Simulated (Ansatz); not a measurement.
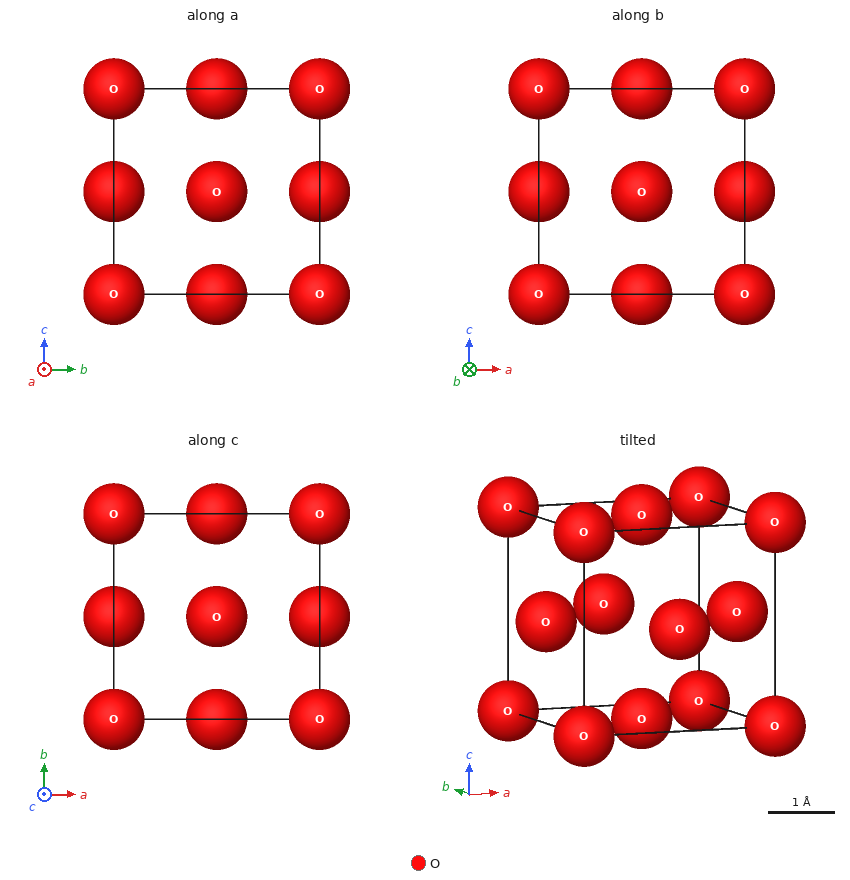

A spheres-only picture of a crystal structure, seen along the a axis, along the b axis, along the c axis and slightly off an axis. Lines trace the edges of the conventional unit cell.

Lattice parameters: a = 3.1296 Å, b = 3.1296 Å, c = 3.1296 Å, α = 90.000°, β = 90.000°, γ = 90.000°.

Question: Write down what is shown as a CIF in P1 with every atom of the cell.

Answer:
```cif
data_structure
_symmetry_space_group_name_H-M 'P 1'
_symmetry_Int_Tables_number 1
_cell_length_a 3.1296
_cell_length_b 3.1296
_cell_length_c 3.1296
_cell_angle_alpha 90.000
_cell_angle_beta 90.000
_cell_angle_gamma 90.000
_cell_volume 30.65
loop_
_atom_site_label
_atom_site_type_symbol
_atom_site_fract_x
_atom_site_fract_y
_atom_site_fract_z
_atom_site_occupancy
O1 O 0.0000 0.0000 0.0000 1
O2 O 0.0000 0.5000 0.5000 1
O3 O 0.5000 0.0000 0.5000 1
O4 O 0.5000 0.5000 0.0000 1
```

The cell started as a structure type filled with this element by a generator (whether the element takes this form wasn't checked). The cell was then strained or its atoms displaced on purpose. It was run through Ansatz as a DFT input.

At this level of theory the cell isn't at rest (compressed, at 6 GPa), so its distances can differ from those at equilibrium, the more so the softer the solid.
